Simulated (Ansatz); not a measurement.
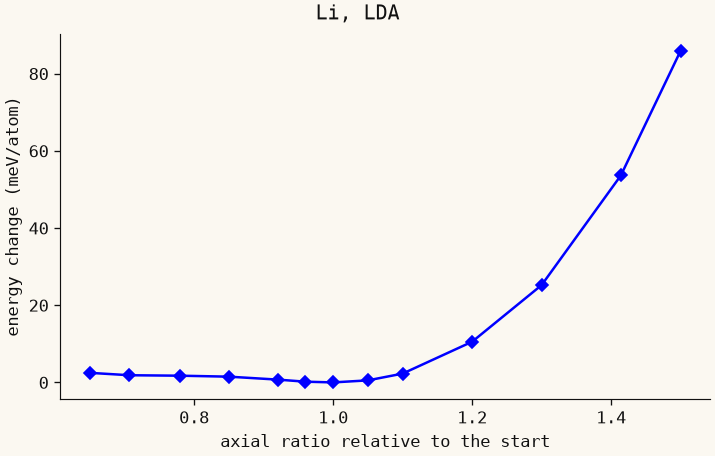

The plot gives the computed energy change against relative axial ratio for Li, space group Fm-3m (No. 225).

The given structure:
```xyz
1
Lattice="0.0000 2.2020 2.2020 2.2020 0.0000 2.2020 2.2020 2.2020 0.0000" Properties=species:S:1:pos:R:3 pbc="T T T"
Li    0.0000    0.0000    0.0000
```

Calculation (Ansatz 0.2.0): deformation of a crystal at fixed volume, lengths along the axis scaled against those across it, fractional coordinates fixed, by plane-wave density functional theory with PAW datasets, free energies less that of the undisturbed cell, pressure positive in compression; scalar-relativistic. Level: LDA, no spin polarisation.

```csv
setting,value
wave cutoff,420 eV
k mesh,20×20×20
occupations,Gaussian
smearing width,0.15 eV
k shift,"(0, 0, 0) (mesh steps)"
start,as given
path,tetragonal
axis direction,"(0, 0, 1) (Cartesian unit vector)"
```

From this curve and the settings, what does the calculation give for the pressure at the same points?

The pressure rises from −1.446 GPa at relative axial ratio 0.650 to −1.189 GPa at 1.500.

```
axial ratio relative to the start  pressure (GPa)
                            0.650          -1.446
                            0.707          -1.441
                            0.780          -1.450
                            0.850          -1.455
                            0.920          -1.464
                            0.960          -1.470
                            1.000          -1.470
                            1.050          -1.468
                            1.100          -1.461
                            1.200          -1.435
                            1.300          -1.421
                            1.414          -1.337
                            1.500          -1.189
```

Keep in mind: reference crystal is not relaxed.
